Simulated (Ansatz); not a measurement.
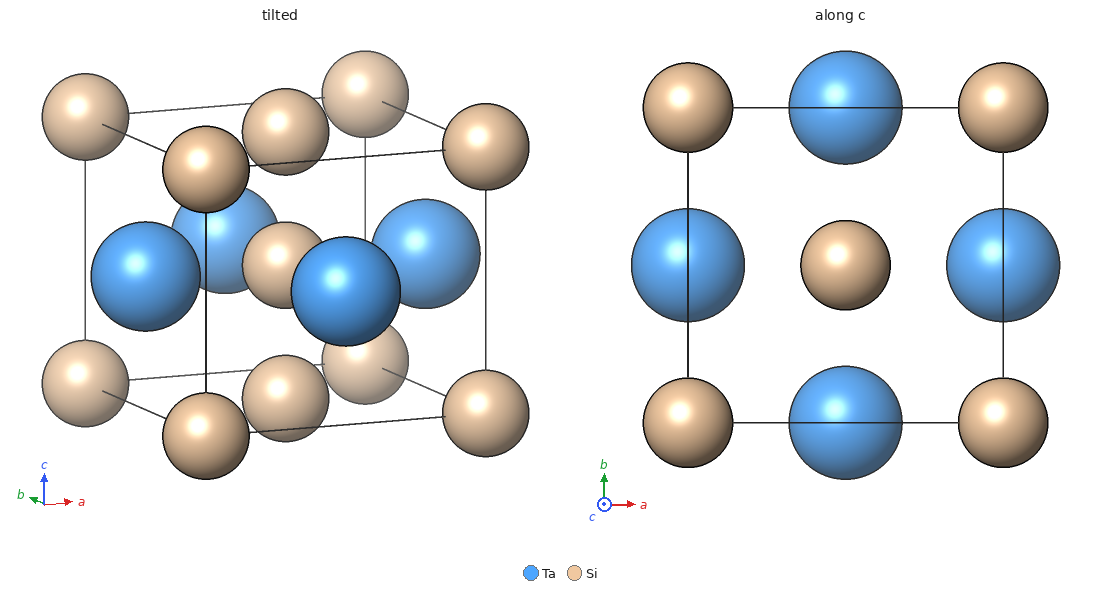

Spheres-only drawing of the structure, looking slightly off an axis and along the c axis. Thin lines show the conventional unit cell, with boundary atoms drawn in all their periodic places. Cell: a = 4.74 Å, b = 4.74 Å, c = 4.22 Å, α = 90.00°, β = 90.00°, γ = 90.00°.

The initial geometry was a random cell made by a generator, so it need not be a real form of the compound. Earlier steps of the study may have refined or changed the cell and positions. An electronic-structure calculation with Ansatz was run on it.

> What can be read from this drawing?

The material is Ta$_{2}$Si$_{3}$. It belongs to space group P4/mmm (No. 123) and has a primitive tetragonal lattice. In the cell are 2 Ta, 3 Si, which makes 1 formula unit. Around each Ta lie ten Si at about 2.4 to 3.2 Å. Si takes three kinds of site: 1c with eight Ta and two Si (about 3.2 Å to Ta, 2.1 Å to Si); 1d with four Ta and two Si in a distorted octahedral arrangement (about 2.4 Å to Ta, 2.1 Å to Si); 1a with eight Ta in a distorted cubic arrangement at about 3.2 Å. Not all metal-metal contacts are counted.

Results below were computed with Ansatz 0.2.0, DFT PBE, scalar-relativistic, plane waves, PAW; the settings were plane-wave cutoff 420 eV, an 8×8×10 grid in reciprocal space, Gaussian smearing of 0.1 eV, no spin polarisation.

> Metal or not?

A metal: bands cross the Fermi level.

> Predict the Bader charges.

Ta +0.79 e; Si -0.63 to -0.39 e.

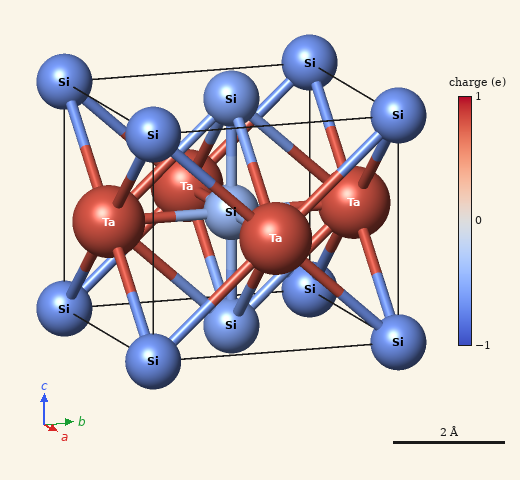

The atoms coloured by those charges. The run's cell of 5 atoms is drawn.

> Can this geometry be taken as optimised?

Yes. All forces vanish to within 0.01 eV/Å. The pressure is 0.0 GPa, close to zero.
